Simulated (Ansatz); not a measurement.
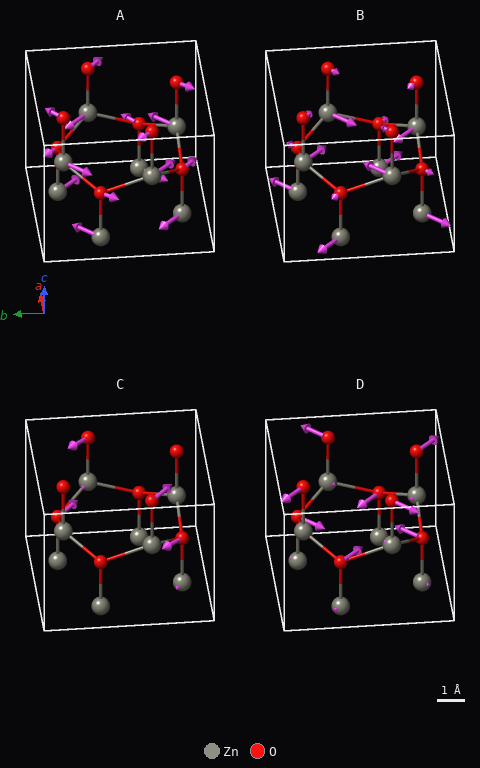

Four optical modes of crystalline ZnO (a generated structure) at the zone centre, in no order (one member of each degenerate set). Displacements are drawn as pink arrows; their common scale and sign are arbitrary. The picture is a ball-and-stick view of the conventional cell (2 times the calculation's cell), seen from a free direction. Lengths and directions refer to the drawn axes.

All numbers below come from DFT PBE, scalar-relativistic, plane waves, PAW in Ansatz 0.2.0. Settings: plane-wave cutoff 420 eV; k-point mesh 8 × 8 × 8; occupations fixed; no spin polarisation.

Frequencies are those without the non-analytic (LO–TO) term.

Rank the modes by frequency, softest first.

Answer. B (108 cm⁻¹), A (195 cm⁻¹), D (315 cm⁻¹), C (589 cm⁻¹). B, A₂: Atoms of one kind move against one another, with no net shift of any sublattice; it mainly bends the O–Zn bonds; the kinetic energy is shared as Zn 98 %, O 2 %. A, A₁: It mainly bends the O–Zn bonds; the kinetic energy is shared as Zn 92 %, O 8 %. D, A₂: Atoms of one kind move against one another, with no net shift of any sublattice; the kinetic energy is shared as O 98 %, Zn 2 %. C, doubly degenerate: It stretches the shortest O–Zn bonds (1.93 Å); the kinetic energy is shared as O 95 %, Zn 5 %.
